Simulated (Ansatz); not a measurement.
# TiO2: geometry relaxation (part 1 of 3)

- system: TiO2 (slab, 9 atoms in the cell)
- method: DFT PBEsol, scalar-relativistic, plane waves, PAW, no spin polarisation (Ansatz 0.2.0)

The structure derives from an entry of the Crystallography Open Database. The input holds or restrains some coordinates. Forces given for the steps count only the free coordinates. It belongs to a series of runs on one base structure; here: clean slab, lower half held.

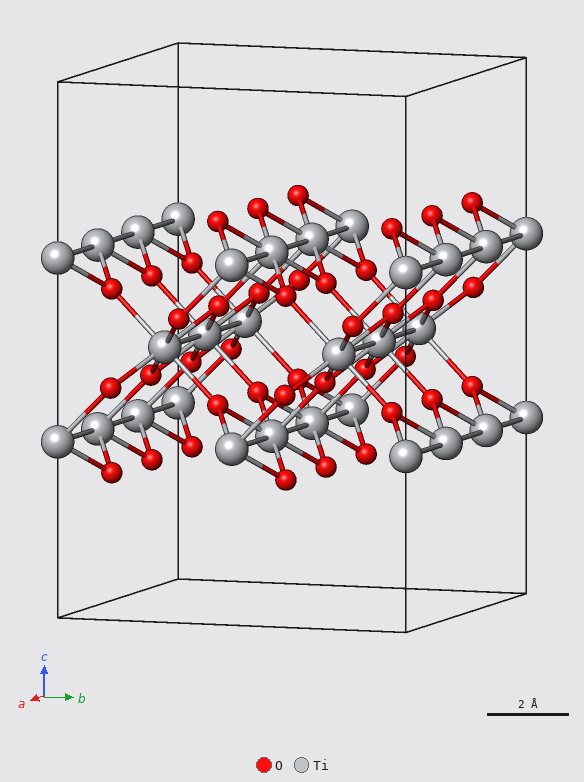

Figure 1. The structure as given in the input (ball-and-stick view of the 3 × 2 repeat of the cell, with the vacuum cut short, seen slightly off an axis). An atom can appear more than once, as a periodic image. Near neighbours in the periodic cell (some may lie outside the picture): O has 2 Ti at 1.94 Å; Ti has 5 O at 1.94 to 1.98 Å and 2 Ti at 2.94 Å; O has 3 Ti at 1.94 to 1.98 Å; Ti has 6 O at 1.94 to 1.98 Å and 2 Ti at 2.94 Å.

## Input file
```yaml
crystal:
  lattice:
    - [2.9389940238, 0.0, 0.0]
    - [0.0, 4.5912476139, 0.0]
    - [0.0, 0.0, 23.3869879129]
  atoms:
    - { symbol: O, position: [0.5, 0.1955612559, 0.3634499676] }
    - { symbol: Ti, position: [0.0, 0.0, 0.4018418355] }
    - { symbol: O, position: [0.5, 0.8044387441, 0.4402337033] }
    - { symbol: O, position: [0.0, 0.3044387441, 0.4616081321] }
    - { symbol: Ti, position: [0.5, 0.5, 0.5] }
    - { symbol: O, position: [0.0, 0.6955612559, 0.5383918679] }
    - { symbol: O, position: [0.5, 0.1955612559, 0.5597662967] }
    - { symbol: Ti, position: [0.0, 0.0, 0.5981581645] }
    - { symbol: O, position: [0.5, 0.8044387441, 0.6365500324] }
basis:
  ecutwfc: 420
kpoints:
  mp_grid: { grid: [9, 6, 1] }
hamiltonian:
  xc: pbesol
scf:
  occupations: { method: gaussian, width: 0.05 }
output:
  forces: true
  eigenvalues: true
  write_density: true
  write_potential: true
  elf: true
  volumetric_format: npy
relax:
  adjacent_minimum: "off"
  f_tol: 0.03
  max_steps: 70
  constraints: [{ sites: [0, 1, 2, 3] }]
efield:
  axis: 3
  dipole_correction: true
  ramp_width: 0.04
```

Machine: 2 threads of AMD EPYC (Zen 5), 32 GiB of memory available, shared host.

Run as:
```bash
ansatz run input.yaml --threads 2 --pin off --max-ram 5120MiB --backend cpu --events-out ev --progress --plain --runs-dir out
```

## Log
```
Engine: ansatz 0.2.0, x86_64-unknown-linux-gnu
Pseudopotentials: kind: paw
Pseudopotential: O, paw, valence charge 6, recommended cutoff 420 eV (normal), O.paw.azcp
Pseudopotential: Ti, paw, valence charge 12, recommended cutoff 420 eV (normal), Ti.paw.azcp
Functional definition: PBEsol
  exchange = pbesol_x
  correlation = pbesol_c
Crystal: 9 atoms, lattice volume = 315.576 Å³
Basis set: ecut = 420 eV, 6133 PW (Γ), exchange–correlation on 40×64×320 points (8 copies of the dense FFT grid, shifted against one another)
Bands: 45, of which v1, the nominal top of the filled ones, is band 36 counted from 1 (35 counted from 0)
Symmetry: 2 space group operations
k-points: 20 of 54 (time reversal used)
Non-local potential: O, projectors of the file, l = 0: 2, l = 1: 2, l = 2: 1
Non-local potential: Ti, projectors of the file, l = 0: 3, l = 1: 2, l = 2: 3, l = 3: 1
PAW form: soft (Blöchl's): semilocal exchange-correlation on the pseudo side does not see the compensation charge
PAW frozen core: O, regenerated for the run's functional, and the local potential with it (the file was generated under x = pbe(κ = 0.804, μ = 0.2195149727645171), c = pbe(β = 0.06672455060314922))
PAW frozen core: Ti, regenerated for the run's functional, and the local potential with it (the file was generated under x = pbe(κ = 0.804, μ = 0.2195149727645171), c = pbe(β = 0.06672455060314922))
PAW one-centre angular grid: O, 110 points (default); XC on 64 Gauss nodes
PAW one-centre angular grid: Ti, 590 points (default); XC on 64 Gauss nodes
Initial density: superposition of atomic densities (neutral atoms: chi_scale 0, normalization atom), corrected by the library's trained network
Initial wavefunctions: pseudopotential atomic-orbital guess
Functional: x = pbesol(κ = 0.804, μ = 0.12345679012345678), c = pbesol(β = 0.046)
SCF iter   1: F=—  HF=-10796.704277 eV  |F-HF|=—  |Δ(HF+E_count)|=         —  Δρ=9.65e-3  dr2=2.50e-1  ethr=1.77e-3  p=0.000 e·Å  D=1.27e-13 V/Å  ΔV_dip=-0.00 eV  dr2_dipole=4.24e-8  V_vac-E_F(+/−)=6.31/6.31 eV  ⟨swp⟩=7.4  Hψ=4032  notcnv=0
efield: sawtooth ramp at fractional position 0.9800 (placed from the atoms, in the widest stretch of the axis that holds none; the zero of the levels goes with the place), width 0.0400; the density the first Hamiltonian is built on has a dipole p = 0.000 e·Å; the dipole correction subtracts the counter field D = 1.27e-13 V/Å, which shifts the + side's vacuum level by -0.00 eV against the − side's; the planar-averaged density in the ramp window peaks in size at 1.2e-6 e/Å³
preconditioner: auto → Resta (q_TF=auto, 2.133 Å⁻¹)  ε∞=3.6  [insulator: Δε(μ)=1.922 eV  Ē_g=9.019 eV  σ=0.050 eV  W_gap=1.00  n_scr=40 (ndim 8)  ℏωp=14.5 eV  f_vac=0.650  D(μ)=0.00/eV (n_scr^D=0)  ε∞_Penn≈3.6  vacuum switching on, ρ_ref=5.9e-3 e/Å³]
SCF iter   2: F=—  HF=-10796.691748 eV  |F-HF|=—  |Δ(HF+E_count)|=   1.25e-2  Δρ=8.23e-3  dr2=2.27e-1  ethr=3.47e-4  p=0.000 e·Å  D=3.20e-5 V/Å  ΔV_dip=-0.00 eV  dr2_dipole=6.28e-8  V_vac-E_F(+/−)=6.38/6.38 eV  ⟨swp⟩=2.1  Hψ=1665  notcnv=0  defer=57
SCF iter   3: F=—  HF=-10796.657810 eV  |F-HF|=—  |Δ(HF+E_count)|=   3.39e-2  Δρ=1.98e-3  dr2=1.06e-2  ethr=3.16e-4  p=0.000 e·Å  D=1.17e-5 V/Å  ΔV_dip=-0.00 eV  dr2_dipole=7.59e-9  V_vac-E_F(+/−)=6.41/6.42 eV  ⟨swp⟩=2.0  Hψ=1325  notcnv=0  defer=57
SCF iter   4: F=—  HF=-10796.657348 eV  |F-HF|=—  |Δ(HF+E_count)|=   4.62e-4  Δρ=1.12e-3  dr2=3.91e-3  ethr=1.48e-5  p=-0.000 e·Å  D=-8.32e-6 V/Å  ΔV_dip=0.00 eV  dr2_dipole=4.94e-9  V_vac-E_F(+/−)=6.44/6.44 eV  ⟨swp⟩=2.2  Hψ=1460  notcnv=0  defer=57
SCF iter   5: F=—  HF=-10796.657169 eV  |F-HF|=—  |Δ(HF+E_count)|=   1.79e-4  Δρ=3.53e-4  dr2=3.23e-4  ethr=5.43e-6  p=-0.000 e·Å  D=-3.90e-6 V/Å  ΔV_dip=0.00 eV  dr2_dipole=6.95e-10  V_vac-E_F(+/−)=6.45/6.45 eV  ⟨swp⟩=2.0  Hψ=1251  notcnv=0  defer=57
SCF iter   6: F=—  HF=-10796.657371 eV  |F-HF|=—  |Δ(HF+E_count)|=   2.02e-4  Δρ=9.84e-5  dr2=4.13e-5  ethr=4.48e-7  p=0.000 e·Å  D=8.64e-6 V/Å  ΔV_dip=-0.00 eV  dr2_dipole=3.30e-9  V_vac-E_F(+/−)=6.44/6.44 eV  ⟨swp⟩=2.1  Hψ=1298  notcnv=0  defer=57
SCF iter   7: F=-10796.657384 eV  HF=-10796.657382 eV  |F-HF|=1.65e-6  |Δ(HF+E_count)|=   1.09e-5  Δρ=3.80e-5  dr2=6.22e-6  ethr=3.12e-8  p=0.000 e·Å  D=4.60e-7 V/Å  ΔV_dip=-0.00 eV  dr2_dipole=1.22e-10  V_vac-E_F(+/−)=6.44/6.44 eV  ⟨swp⟩=18.2  Hψ=9304  notcnv=0
SCF 1 converged in 7 iterations: F = -10796.657384 eV  dr2 = 6.22e-6
  greatest PAW one-centre occupation: 0.999 electrons in one spin orbital (limit 2), on the Ti atom at site 4 (counted from 0), in its partial waves of l = 0
relax step   1: F+E_penalty+E_count = -10796.65738405 eV  Δ(F+E_penalty+E_count) = +0.000e0 eV  max|allowed force component| = 3.800e0 eV/Å  Δτ_max = 0.0000 Å  (7 SCF iters, dr2 threshold 2.25e-5 eV, accepted)
Initial density: handed on by an earlier stage of this run
Initial wavefunctions: those handed on with the density
iter 1 solved again at ethr=2.32e-4 eV; its pass at ethr=3.10e-3 eV (dr2=1.67e-1 eV) is discarded
SCF iter   1: F=—  HF=-10797.110606 eV  |F-HF|=—  |Δ(HF+E_count)|=         —  Δρ=6.43e-3  dr2=1.71e-1  ethr=2.32e-4  p=0.000 e·Å  D=3.66e-7 V/Å  ΔV_dip=-0.00 eV  dr2_dipole=8.55e-3  V_vac-E_F(+/−)=6.46/6.46 eV  ⟨swp⟩=1.8  Hψ=2977  notcnv=0  defer=70
efield: sawtooth ramp at fractional position 0.9800 (handed on by an earlier solve), width 0.0400; the density the first Hamiltonian is built on has a dipole p = 0.000 e·Å; the dipole correction subtracts the counter field D = 3.66e-7 V/Å, which shifts the + side's vacuum level by -0.00 eV against the − side's; the planar-averaged density in the ramp window peaks in size at 2.7e-6 e/Å³
preconditioner: auto → Resta (q_TF=auto, 2.133 Å⁻¹)  ε∞=3.5  [insulator: Δε(μ)=2.184 eV  Ē_g=9.205 eV  σ=0.050 eV  W_gap=1.00  n_scr=40 (ndim 8)  ℏωp=14.5 eV  f_vac=0.652  D(μ)=0.00/eV (n_scr^D=0)  ε∞_Penn≈3.5  vacuum switching on, ρ_ref=6.1e-3 e/Å³]
SCF iter   2: F=—  HF=-10797.063926 eV  |F-HF|=—  |Δ(HF+E_count)|=   4.67e-2  Δρ=3.47e-3  dr2=4.80e-2  ethr=2.32e-4  p=-0.027 e·Å  D=-1.56e-2 V/Å  ΔV_dip=0.37 eV  dr2_dipole=4.23e-4  V_vac-E_F(+/−)=6.74/6.37 eV  ⟨swp⟩=3.0  Hψ=1388  notcnv=0  defer=70
SCF iter   3: F=—  HF=-10797.056983 eV  |F-HF|=—  |Δ(HF+E_count)|=   6.94e-3  Δρ=3.32e-3  dr2=4.12e-2  ethr=6.66e-5  p=-0.020 e·Å  D=-1.16e-2 V/Å  ΔV_dip=0.27 eV  dr2_dipole=1.42e-3  V_vac-E_F(+/−)=6.68/6.41 eV  ⟨swp⟩=2.1  Hψ=1502  notcnv=0  defer=66
SCF iter   4: F=—  HF=-10797.051168 eV  |F-HF|=—  |Δ(HF+E_count)|=   5.81e-3  Δρ=1.05e-3  dr2=4.26e-3  ethr=5.72e-5  p=-0.027 e·Å  D=-1.53e-2 V/Å  ΔV_dip=0.36 eV  dr2_dipole=1.53e-5  V_vac-E_F(+/−)=6.76/6.40 eV  ⟨swp⟩=2.1  Hψ=1428  notcnv=0  defer=66
SCF iter   5: F=—  HF=-10797.050760 eV  |F-HF|=—  |Δ(HF+E_count)|=   4.09e-4  Δρ=3.10e-4  dr2=2.29e-4  ethr=5.91e-6  p=-0.029 e·Å  D=-1.64e-2 V/Å  ΔV_dip=0.38 eV  dr2_dipole=1.46e-7  V_vac-E_F(+/−)=6.78/6.39 eV  ⟨swp⟩=2.0  Hψ=1305  notcnv=0  defer=66
SCF iter   6: F=—  HF=-10797.050936 eV  |F-HF|=—  |Δ(HF+E_count)|=   1.77e-4  Δρ=1.60e-4  dr2=9.15e-5  ethr=3.18e-7  p=-0.029 e·Å  D=-1.67e-2 V/Å  ΔV_dip=0.39 eV  dr2_dipole=3.50e-8  V_vac-E_F(+/−)=6.78/6.39 eV  ⟨swp⟩=2.1  Hψ=1283  notcnv=0  defer=66
SCF iter   7: F=-10797.050945 eV  HF=-10797.050942 eV  |F-HF|=3.05e-6  |Δ(HF+E_count)|=   6.02e-6  Δρ=5.44e-5  dr2=6.98e-6  ethr=1.27e-7  p=-0.029 e·Å  D=-1.68e-2 V/Å  ΔV_dip=0.39 eV  dr2_dipole=6.13e-8  V_vac-E_F(+/−)=6.79/6.39 eV  ⟨swp⟩=21.1  Hψ=9756  notcnv=0
SCF 2 converged in 7 iterations: F = -10797.050945 eV  dr2 = 6.98e-6
relax step   2: F+E_penalty+E_count = -10797.05094550 eV  Δ(F+E_penalty+E_count) = -3.936e-1 eV  max|allowed force component| = 2.312e0 eV/Å  Δτ_max = 0.1628 Å  (7 SCF iters, dr2 threshold 1.00e-4 eV, accepted)
SCF iter   1: F=—  HF=-10797.300468 eV  |F-HF|=—  |Δ(HF+E_count)|=         —  Δρ=8.69e-3  dr2=3.84e-1  ethr=2.13e-3  p=-0.029 e·Å  D=-1.68e-2 V/Å  ΔV_dip=0.39 eV  dr2_dipole=6.26e-2  V_vac-E_F(+/−)=6.84/6.45 eV  ⟨swp⟩=4.9  Hψ=2360  notcnv=0  defer=51
efield: sawtooth ramp at fractional position 0.9800 (handed on by an earlier solve), width 0.0400; the density the first Hamiltonian is built on has a dipole p = -0.029 e·Å; the dipole correction subtracts the counter field D = -1.68e-2 V/Å, which shifts the + side's vacuum level by +0.39 eV against the − side's; the planar-averaged density in the ramp window peaks in size at 2.1e-6 e/Å³
preconditioner: auto → Resta (q_TF=auto, 2.133 Å⁻¹)  ε∞=3.4  [insulator: Δε(μ)=2.168 eV  Ē_g=9.305 eV  σ=0.050 eV  W_gap=1.00  n_scr=40 (ndim 8)  ℏωp=14.5 eV  f_vac=0.653  D(μ)=0.00/eV (n_scr^D=0)  ε∞_Penn≈3.4  vacuum switching on, ρ_ref=6.3e-3 e/Å³]
SCF iter   2: F=—  HF=-10797.218288 eV  |F-HF|=—  |Δ(HF+E_count)|=   8.22e-2  Δρ=4.73e-3  dr2=7.16e-2  ethr=5.33e-4  p=0.045 e·Å  D=2.57e-2 V/Å  ΔV_dip=-0.60 eV  dr2_dipole=1.02e-3  V_vac-E_F(+/−)=5.99/6.59 eV  ⟨swp⟩=3.4  Hψ=1472  notcnv=0  defer=63
SCF iter   3: F=—  HF=-10797.205692 eV  |F-HF|=—  |Δ(HF+E_count)|=   1.26e-2  Δρ=2.41e-3  dr2=1.90e-2  ethr=9.94e-5  p=0.038 e·Å  D=2.18e-2 V/Å  ΔV_dip=-0.51 eV  dr2_dipole=1.07e-3  V_vac-E_F(+/−)=6.08/6.59 eV  ⟨swp⟩=2.9  Hψ=1394  notcnv=0  defer=63
SCF iter   4: F=—  HF=-10797.203392 eV  |F-HF|=—  |Δ(HF+E_count)|=   2.30e-3  Δρ=1.23e-3  dr2=5.11e-3  ethr=2.63e-5  p=0.048 e·Å  D=2.74e-2 V/Å  ΔV_dip=-0.64 eV  dr2_dipole=9.86e-6  V_vac-E_F(+/−)=5.96/6.60 eV  ⟨swp⟩=2.0  Hψ=1451  notcnv=0  defer=63
SCF iter   5: F=—  HF=-10797.202965 eV  |F-HF|=—  |Δ(HF+E_count)|=   4.27e-4  Δρ=5.70e-4  dr2=9.65e-4  ethr=7.10e-6  p=0.050 e·Å  D=2.86e-2 V/Å  ΔV_dip=-0.67 eV  dr2_dipole=8.42e-8  V_vac-E_F(+/−)=5.93/6.60 eV  ⟨swp⟩=2.0  Hψ=1255  notcnv=0  defer=60
SCF iter   6: F=—  HF=-10797.203037 eV  |F-HF|=—  |Δ(HF+E_count)|=   7.29e-5  Δρ=2.90e-4  dr2=2.65e-4  ethr=1.34e-6  p=0.050 e·Å  D=2.89e-2 V/Å  ΔV_dip=-0.68 eV  dr2_dipole=6.11e-6  V_vac-E_F(+/−)=5.92/6.60 eV  ⟨swp⟩=2.0  Hψ=1274  notcnv=0  defer=60
SCF iter   7: F=-10797.203066 eV  HF=-10797.203063 eV  |F-HF|=3.27e-6  |Δ(HF+E_count)|=   2.52e-5  Δρ=9.38e-5  dr2=2.75e-5  ethr=1.39e-7  p=0.050 e·Å  D=2.87e-2 V/Å  ΔV_dip=-0.67 eV  dr2_dipole=4.80e-7  V_vac-E_F(+/−)=5.93/6.60 eV  ⟨swp⟩=20.1  Hψ=9155  notcnv=0
SCF 3 converged in 7 iterations: F = -10797.203066 eV  dr2 = 2.75e-5
relax step   3: F+E_penalty+E_count = -10797.20306584 eV  Δ(F+E_penalty+E_count) = -1.521e-1 eV  max|allowed force component| = 1.382e0 eV/Å  Δτ_max = 0.1291 Å  (7 SCF iters, dr2 threshold 1.00e-4 eV, accepted)
iter 1 solved again at ethr=6.93e-4 eV; its pass at ethr=3.10e-3 eV (dr2=4.99e-1 eV) is discarded
```
